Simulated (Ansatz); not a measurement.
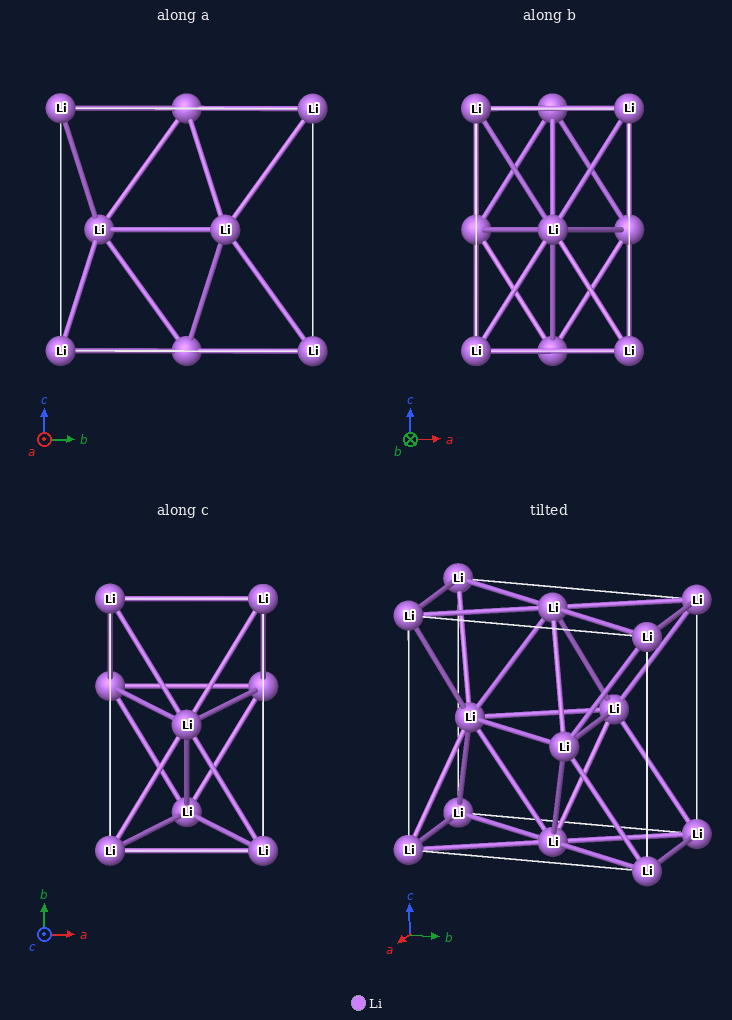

View along the a axis, along the b axis, along the c axis and slightly off an axis, drawn as a ball-and-stick model. The parallelepiped is the unit cell.

Lattice parameters: a = 3.1442 Å, b = 5.1796 Å, c = 4.9854 Å, α = 90.084°, β = 89.936°, γ = 90.075°.

Convert the drawing into a CIF in P1 with every atom of the cell, with free fractional coordinates to two decimals.

Answer.
```cif
data_structure
_symmetry_space_group_name_H-M 'P 1'
_symmetry_Int_Tables_number 1
_cell_length_a 3.1442
_cell_length_b 5.1796
_cell_length_c 4.9854
_cell_angle_alpha 90.084
_cell_angle_beta 89.936
_cell_angle_gamma 90.075
_cell_volume 81.19
loop_
_atom_site_label
_atom_site_type_symbol
_atom_site_fract_x
_atom_site_fract_y
_atom_site_fract_z
_atom_site_occupancy
Li1 Li 0.00 0.00 0.00 1
Li2 Li 0.50 0.15 0.50 1
Li3 Li 0.50 0.50 0.00 1
Li4 Li 0.00 0.65 0.50 1
```

The model was built from a random cell made by a generator, so it need not be a real form of the element. Atoms and cell were optimised with DFT PBE, scalar-relativistic, plane waves, PAW (Ansatz 0.2.0).
